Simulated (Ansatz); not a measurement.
## Geometry relaxation, with input and output: Al2Ru

Al2Ru (C2/m, 6 atoms in the cell), computed with DFT r2SCAN, scalar-relativistic, plane waves, PAW, no spin polarisation (Ansatz 0.2.0).

The structure derives from a Materials Project entry. It belongs to a series of runs on one base structure; here: shear of c along a, cell held, atoms relaxed: +1.0 %.

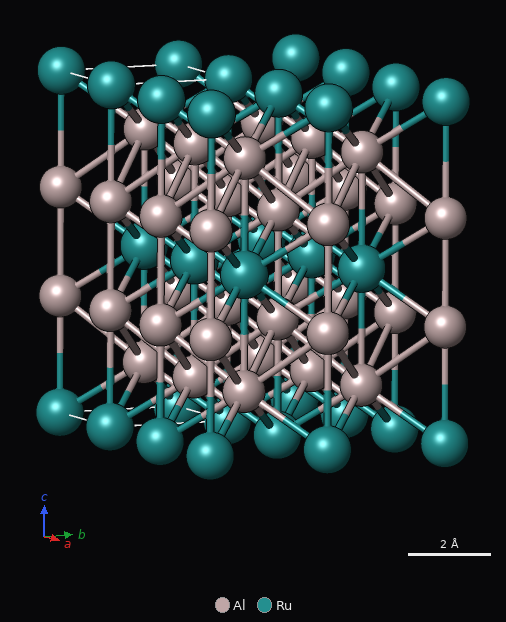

Fig. 1: The input geometry (ball-and-stick view of the cell of the calculation, repeated 3 × 2 × 1, seen at an oblique angle). An atom can appear more than once, as a periodic image.

### Input file
```yaml
crystal:
  lattice:
    - [3.1218205062, 0.0, 0.0]
    - [0.0, 3.1218205062, 0.0]
    - [0.0844498344, 0.0, 8.4449834362]
  atoms:
    - { symbol: Al, position: [0.5, 0.5, 0.1590940351] }
    - { symbol: Al, position: [0.0, 0.0, 0.3409059649] }
    - { symbol: Al, position: [0.0, 0.0, 0.6590940351] }
    - { symbol: Al, position: [0.5, 0.5, 0.8409059649] }
    - { symbol: Ru, position: [0.0, 0.0, 0.0] }
    - { symbol: Ru, position: [0.5, 0.5, 0.5] }
basis:
  ecutwfc: 500
kpoints:
  mp_grid: { grid: [12, 12, 4] }
hamiltonian:
  xc: r2scan
scf:
  occupations: { method: gaussian, width: 0.1 }
output:
  forces: true
  stress: true
  eigenvalues: true
  write_density: true
  write_potential: true
  elf: true
  volumetric_format: npy
relax:
  adjacent_minimum: "off"
  f_tol: 0.008
  max_steps: 40
```

Hardware: 1 thread of AMD EPYC (Zen 3), 189 GiB of memory available, shared host.

Command:
```bash
ansatz run input.yaml --threads 1 --pin off --max-ram 2560MiB --backend cpu --events-out ev --progress --plain --runs-dir out
```

### What the program printed
```
Warning: output.stress: scf.convergence.dr2_threshold = 6.4e-8 eV (the default of a walk held to its f_tol) is looser than the 6e-10 eV advised for a printed stress (1e-10 eV for each atom of the cell: 6). What an SCF threshold leaves in a stress goes as its square root, and in the free energy as the threshold itself, and one threshold admits the most on a small cell: of the crystals measured, under no hybrid functional and no lock of the moments, on runs that ended without the residual-converged pass, on stresses that held no estimate of that error, the worst erred by over 100 MPa in a component at 1e-7 eV an atom and by under 5 at 1e-10. Every solve of this run answers to scf.convergence.dr2_threshold, and the tensor of one is reported: a single SCF on the reported geometry and on this run's grids (its basis.xc_grid and basis.ecutrho_ratio typed), with scf.convergence.dr2_threshold at 6e-10 eV or tighter, prints it and tightens no other solve. Else set scf.convergence.dr2_threshold to 6e-10 eV or tighter. The threshold is an SCF's pass mark: one that does not reach it within its budget of iterations ends unconverged, or closes short of it on a stop that the run arms, and scf.convergence.dr2_threshold's page says what that costs each kind of run
Engine: ansatz 0.2.0, x86_64-unknown-linux-gnu
Pseudopotentials: kind: paw
Pseudopotential: Al, paw, valence charge 3, recommended cutoff 500 eV (meta_gga), Al.paw.azcp
Pseudopotential: Ru, paw, valence charge 16, recommended cutoff 500 eV (meta_gga), Ru.paw.azcp
Functional definition: r2SCAN
  parameter k0 = 0.174
  parameter k1 = 0.065
  parameter a1 = 4.9479
  exchange = r2scan_x(k0 = k0, k1 = k1, a1 = a1)
  correlation = r2scan_c
Crystal: 6 atoms, lattice volume = 82.303 Å³
Basis set: ecut = 500 eV, 2085 PW (Γ), exchange–correlation on 96×96×256 points (64 copies of the dense FFT grid, shifted against one another)
Bands: 28, of which v1, the nominal top of the filled ones, is band 22 counted from 1 (21 counted from 0)
Symmetry: 8 space group operations
Space group: C2/m (ITA 12), of the structure as read, at distance tolerance 4.3e-5 Å
k-points: 182 of 576
Non-local potential: Al, projectors of the file, l = 0: 2, l = 1: 2, l = 2: 1
Non-local potential: Ru, projectors of the file, l = 0: 3, l = 1: 2, l = 2: 2, l = 3: 1
PAW form: soft (Blöchl's): semilocal exchange-correlation on the pseudo side does not see the compensation charge
PAW frozen core: Al, regenerated for the run's functional (the file was generated under x = pbe(κ = 0.804, μ = 0.2195149727645171), c = pbe(β = 0.06672455060314922))
PAW frozen core: Ru, regenerated for the run's functional (the file was generated under x = pbe(κ = 0.804, μ = 0.2195149727645171), c = pbe(β = 0.06672455060314922))
PAW one-centre angular grid: Al, 302 points (default); XC on 160 Gauss nodes
PAW one-centre angular grid: Ru, 590 points (default); XC on 160 Gauss nodes
Initial density: superposition of atomic densities (neutral atoms: chi_scale 0, normalization atom), corrected by the library's trained network
Initial wavefunctions: pseudopotential atomic-orbital guess
Functional: x = r2scan, c = r2scan; τ floored in thin density (d = 2e-4 eV/Å³)
SCF iter   1: F=—  HF=-13947.498655 eV  |F-HF|=—  |Δ(HF+E_count)|=         —  Δρ=8.57e-3  dr2=3.31e-2  dr2_τ=7.25e-2  ethr=1.77e-3  ⟨swp⟩=6.8  Hψ=24011  notcnv=0
preconditioner: auto → Resta (q_TF=auto, 2.458 Å⁻¹)  ε∞=10.5  [insulator: Δε(μ)=0.168 eV  Ē_g=7.044 eV  σ=0.100 eV  W_gap=0.58  n_scr=18 (ndim 8)  ℏωp=21.7 eV  f_vac=0.000  D(μ)=0.26/eV (n_scr^D=2)  ε∞_Penn≈10.5]
SCF iter   2: F=—  HF=-13947.546192 eV  |F-HF|=—  |Δ(HF+E_count)|=   4.75e-2  Δρ=4.76e-3  dr2=1.26e-2  dr2_τ=3.28e-4  ethr=7.53e-5  ⟨swp⟩=2.0  Hψ=9928  notcnv=0  defer=264
SCF iter   3: F=—  HF=-13947.544014 eV  |F-HF|=—  |Δ(HF+E_count)|=   2.18e-3  Δρ=2.13e-3  dr2=4.55e-3  dr2_τ=6.75e-4  ethr=2.86e-5  ⟨swp⟩=2.2  Hψ=7478  notcnv=0  defer=264
SCF iter   4: F=—  HF=-13947.543220 eV  |F-HF|=—  |Δ(HF+E_count)|=   7.95e-4  Δρ=4.70e-4  dr2=1.01e-4  dr2_τ=1.50e-5  ethr=1.03e-5  ⟨swp⟩=2.4  Hψ=7637  notcnv=0  defer=264
SCF iter   5: F=—  HF=-13947.543206 eV  |F-HF|=—  |Δ(HF+E_count)|=   1.38e-5  Δρ=1.20e-4  dr2=1.21e-5  dr2_τ=6.33e-7  ethr=2.30e-7  ⟨swp⟩=2.6  Hψ=8844  notcnv=0  defer=264
SCF iter   6: F=-13947.543202 eV  HF=-13947.543202 eV  |F-HF|=6.79e-8  |Δ(HF+E_count)|=   3.47e-6  Δρ=2.23e-5  dr2=3.49e-7  dr2_τ=1.72e-8  ethr=3.64e-9  ⟨swp⟩=10.3  Hψ=36594  notcnv=0
the search or the solves at the SCF's close seem to have found levels that the self-consistency loop had missed (the run counts 1). By its estimate they hold under 1e-12 electrons; where the run keeps them, the occupations were computed again with them
SCF 1 converged in 6 iterations: F = -13947.543202 eV  dr2 = 3.49e-7
  greatest PAW one-centre occupation: 0.997 electrons in one spin orbital (limit 2), on the Ru atom at site 5 (counted from 0), in its partial waves of l = 1
relax step   1: F+E_penalty+E_count = -13947.54320238 eV  Δ(F+E_penalty+E_count) = +0.000e0 eV  max|allowed force component| = 5.409e-3 eV/Å  Δτ_max = 0.0000 Å  (6 SCF iters, dr2 threshold 1.60e-6 eV, accepted)
Initial density: handed on by an earlier stage of this run
Initial wavefunctions: those handed on with the density
iter 1 solved again at ethr=7.92e-10 eV; its pass at ethr=3.10e-3 eV (dr2=3.49e-7 eV) is discarded
SCF iter   1: F=—  HF=-13947.543202 eV  |F-HF|=—  |Δ(HF+E_count)|=         —  Δρ=2.23e-5  dr2=3.49e-7  dr2_τ=1.72e-8  ethr=7.92e-10  ⟨swp⟩=1.0  Hψ=14609  notcnv=0
preconditioner: auto → Resta (q_TF=auto, 2.458 Å⁻¹)  ε∞=10.5  [insulator: Δε(μ)=0.148 eV  Ē_g=7.044 eV  σ=0.100 eV  W_gap=0.50  n_scr=18 (ndim 8)  ℏωp=21.7 eV  f_vac=0.000  D(μ)=0.27/eV (n_scr^D=2)  ε∞_Penn≈10.5]
SCF iter   2: F=—  HF=-13947.543202 eV  |F-HF|=—  |Δ(HF+E_count)|=   1.49e-8  Δρ=1.40e-5  dr2=1.39e-7  dr2_τ=4.00e-9  ethr=7.92e-10  ⟨swp⟩=1.0  Hψ=4832  notcnv=0
SCF iter   3: F=-13947.543202 eV  HF=-13947.543202 eV  |F-HF|=2.39e-8  |Δ(HF+E_count)|=   2.33e-8  Δρ=5.43e-6  dr2=3.20e-8  dr2_τ=4.80e-9  ethr=1.45e-10  ⟨swp⟩=7.0  Hψ=27964  notcnv=0
SCF 2 converged in 3 iterations: F = -13947.543202 eV  dr2 = 3.20e-8
relax step   2: F+E_penalty+E_count = -13947.54320238 eV  Δ(F+E_penalty+E_count) = -5.875e-9 eV  max|allowed force component| = 5.383e-3 eV/Å  Δτ_max = 0.0000 Å  (3 SCF iters, accepted)
iter 1 solved again at ethr=7.28e-11 eV; its pass at ethr=3.10e-3 eV (dr2=3.20e-8 eV) is discarded
SCF iter   1: F=—  HF=-13947.543202 eV  |F-HF|=—  |Δ(HF+E_count)|=         —  Δρ=5.43e-6  dr2=3.20e-8  dr2_τ=4.80e-9  ethr=7.28e-11  ⟨swp⟩=1.0  Hψ=19950  notcnv=0
SCF iter   2: F=-13947.543202 eV  HF=-13947.543202 eV  |F-HF|=1.98e-9  |Δ(HF+E_count)|=   4.98e-9  Δρ=1.93e-6  dr2=3.64e-9  dr2_τ=1.12e-9  ethr=7.28e-11  ⟨swp⟩=7.0  Hψ=25832  notcnv=0
SCF 3 converged in 2 iterations: F = -13947.543202 eV  dr2 = 3.64e-9
```

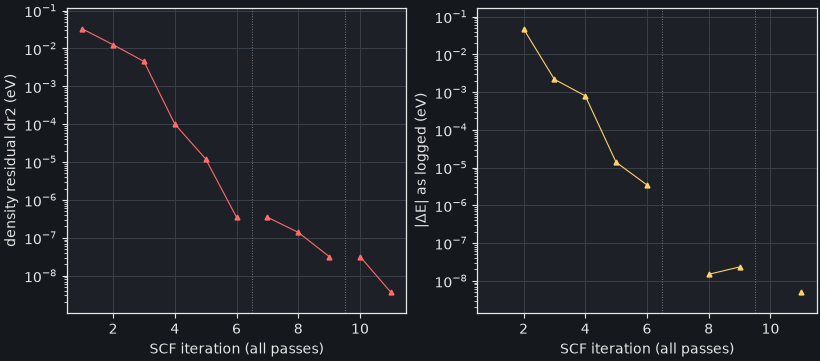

Fig. 2: Convergence of the self-consistent field: density residual dr2 and size of the energy change against the SCF iteration. Dotted lines part the SCF passes that the log prints in full.

```
SCF converged after 2 iterations
Free energy (F): -13947.543202 eV
Harris-Foulkes:  -13947.543202 eV  (|F-HF|=1.98e-9)
Internal energy: -13947.541851 eV  (E = F + TS)
E sigma→0 (E₀):  -13947.542527 eV
Entropy (-TS):   -0.001352 eV (-0.225 meV/atom)
Fermi energy:    14.130940 eV
--- Per-component energies (eV) ---
  E_band       = -323.133316
  E_kinetic    = 1133.419162
  E_local      = -4287.182251  (includes V_loc(G=0)·N_el)
  E_nonlocal   = 724.758945
  E_hartree    = 1601.173704
  E_xc         = -521.285589
  E_vxc        = -667.636368  (∫ρ·V_xc dr)
  E_paw        = -8851.961173  (= ΣΔE_a)
  E_vpaw       = -472.401473  (= ΣTr[D̂ρ^β])
  E_aug_tail   = 0.000172  (compensation charges beyond the density's cutoff)
  E_vtau       = 43.563757  (kinetic-family band-sum trace: ∫τ·v_τ [+ j·A + Jᵃ·Aᵃ] dr)
  E_ewald      = -3745.602478
  E_core_change = -0.862343  (= ΣΔE_core)
  E_smearing   = -0.001352  (= −TS)
  E_closure    = 0.000000  (closes the sum)
  Σ components = -13947.543202   (vs F -13947.543202, Δ=0.00e0)
--- Forces (eV/Å), atoms counted from 1 ---
  atom   1  Al     0.00410796     0.00000000    -0.00541982
  atom   2  Al    -0.00410796     0.00000000     0.00541982
  atom   3  Al     0.00410796     0.00000000    -0.00541982
  atom   4  Al    -0.00410796     0.00000000     0.00541982
  atom   5  Ru     0.00000000     0.00000000     0.00000000
  atom   6  Ru     0.00000000    -0.00000000    -0.00000000
  max |Σ_I F_I| component: 8.67e-19 eV/Å
--- Stress (GPa, compression-positive) ---
        0.003250       0.000000      -1.840534
        0.000000       0.022724       0.000000
       -1.840535       0.000000      -0.003957
  P = ⅓ Tr σ = 0.0073 GPa (0.073 kbar)
--- Band table (eV; the first three rows and the last of 182) ---
  k-point 0: bands = ["-60.7438", "-60.7438", "-29.9812", "-29.9811", "-29.9811", "-29.9810", "-29.9100", "-29.9073", "2.5187", "4.4489", "5.1606", "8.3243", "9.9622", "10.1459", "11.3239", "11.8952", "11.8964", "12.0013", "12.3420", "12.3423", "12.9300", "12.9560", "16.6104", "17.4403", "17.4417", "18.8241", "20.5305", "20.5308"]
  k-point 1: bands = ["-60.7438", "-60.7438", "-29.9812", "-29.9811", "-29.9811", "-29.9810", "-29.9096", "-29.9077", "2.6678", "3.7968", "5.9676", "7.9641", "9.9879", "10.1177", "11.3947", "11.8539", "11.9525", "11.9542", "12.2668", "12.2673", "12.9337", "12.9521", "17.1610", "17.6967", "17.6978", "19.0172", "19.4068", "19.4107"]
  k-point 2: bands = ["-60.7438", "-60.7438", "-29.9812", "-29.9812", "-29.9811", "-29.9811", "-29.9086", "-29.9086", "3.1060", "3.1060", "7.0644", "7.0644", "10.0516", "10.0516", "11.5917", "11.5917", "12.1009", "12.1009", "12.1018", "12.1018", "12.9429", "12.9429", "18.3865", "18.3865", "18.3974", "18.3974", "18.4927", "18.4927"]
  k-point 181: bands = ["-60.7243", "-60.7243", "-30.1085", "-30.1085", "-30.1083", "-30.1083", "-29.8787", "-29.8787", "7.2080", "7.2080", "9.0641", "9.0641", "9.0644", "9.0644", "10.5323", "10.5323", "12.1691", "12.1691", "12.1720", "12.1720", "13.5747", "13.5747", "14.4839", "14.4839", "15.5540", "15.5540", "17.6238", "17.6238"]
--- Relaxed structure (2 steps of the walk, 2 accepted, 0 SCFs on fresh bases) ---
  F+E_penalty+E_count = -13947.54320238 eV   max|allowed force component| = 5.383e-3 eV/Å
  atoms:
    - { symbol: Al, position: [0.49999999999999994, 0.49999999999999994, 0.15909403509999998] }
    - { symbol: Al, position: [0.0, 0.0, 0.34090596489999997] }
    - { symbol: Al, position: [-3.469446951953614e-18, 0.0, 0.6590940351] }
    - { symbol: Al, position: [0.5, 0.49999999999999994, 0.8409059648999999] }
    - { symbol: Ru, position: [0.0, 0.0, 0.0] }
    - { symbol: Ru, position: [0.49999999999999994, 0.49999999999999994, 0.49999999999999994] }
```

### Trajectory as extended XYZ (Å, eV, eV/Å), 2 frames, from step=1 to step=2
```
6
Lattice="3.1218 0.0000 0.0000 0.0000 3.1218 0.0000 0.0844 0.0000 8.4450" Properties=species:S:1:pos:R:3:forces:R:3 step=1 energy=-13947.54320
Al    1.5743    1.5609    1.3435    0.0041   0.0000  -0.0054
Al    0.0288    0.0000    2.8789   -0.0041   0.0000   0.0054
Al    0.0557    0.0000    5.5660    0.0041   0.0000  -0.0054
Al    1.6319    1.5609    7.1014   -0.0041   0.0000   0.0054
Ru    0.0000    0.0000    0.0000    0.0000   0.0000   0.0000
Ru    1.6031    1.5609    4.2225    0.0000   0.0000   0.0000
6
Lattice="3.1218 0.0000 0.0000 0.0000 3.1218 0.0000 0.0844 0.0000 8.4450" Properties=species:S:1:pos:R:3:forces:R:3 step=2 energy=-13947.54320
Al    1.5743    1.5609    1.3435    0.0041   0.0000  -0.0054
Al    0.0288    0.0000    2.8789   -0.0041   0.0000   0.0054
Al    0.0557    0.0000    5.5660    0.0041   0.0000  -0.0054
Al    1.6319    1.5609    7.1014   -0.0041   0.0000   0.0054
Ru    0.0000    0.0000    0.0000    0.0000   0.0000   0.0000
Ru    1.6031    1.5609    4.2225    0.0000   0.0000   0.0000
```

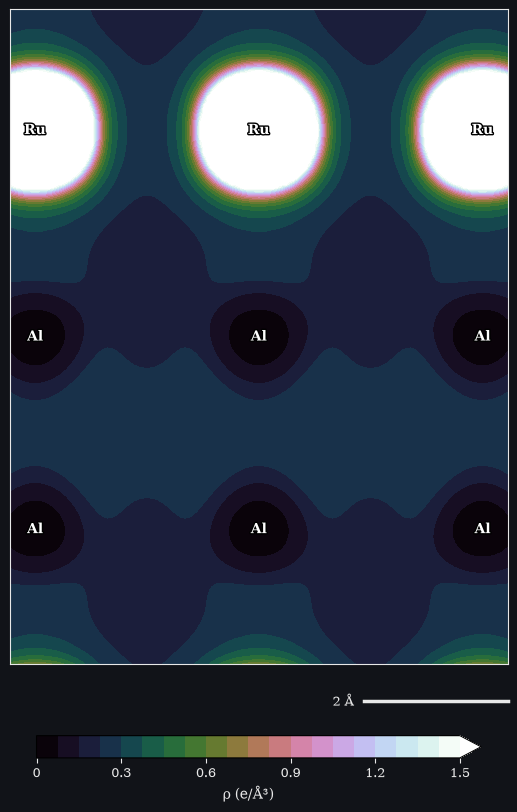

Fig. 3: Valence charge density (pseudo) on the (101̄) plane of the conventional cell. The section cuts through Al and Ru sites. Al–Al (2.69 Å): ρ at the midpoint is about 0.24 e/Å³. Al–Ru (2.88 Å): ρ is about 0.3 e/Å³ halfway. Away from the nuclei the density in this plane falls to 0.15 e/Å³ at its lowest. Core electrons are frozen (PAW), so the fields are smoothed inside the atomic spheres.

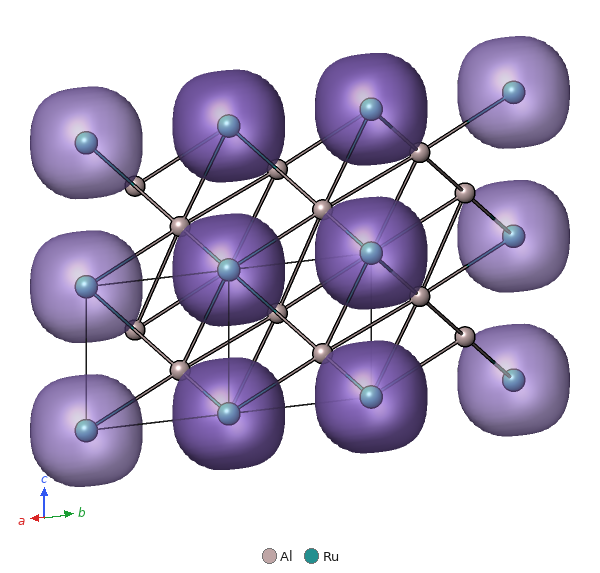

Fig. 4: Isosurface of the valence pseudo-density at 0.4 e/Å³ (purple), seen along [110]. Sticks mark near contacts. The outline is the cell set on symmetry axes. At this value the density breaks into separate islands; it holds about 65 % of the electrons treated as valence (semicore included). It is pinched off along the Al–Ru (2.58 Å), Al–Al (2.68 Å) and Al–Ru (2.88 Å) contacts. On the grid the lowest density along these lines, outside the cores, is 0.28 e/Å³ (Al–Ru, 2.58 Å), 0.22 e/Å³ (Al–Al, 2.68 Å) and 0.27 e/Å³ (Al–Ru, 2.88 Å).

### Key numbers

- outcome: converged
- space group (tolerance 0.01 Å): C2/m (12)
- electrons treated: 44
- free energy: −13947.5432 eV
- Fermi energy: 14.131 eV
- gap on the k-point mesh: none (metallic)
- pressure: 0.01 GPa
- final volume: 82.30 Å³
- largest force (length of the vector) at the end: 0.007 eV/Å
- final cell: a = 3.122 Å, b = 3.122 Å, c = 8.445 Å, α = 90.00°, β = 89.43°, γ = 90.00°
- wall time: 3.9 min
- peak memory: 0.99 GiB

The program warns: the SCF threshold is looser than advised for the printed stress.
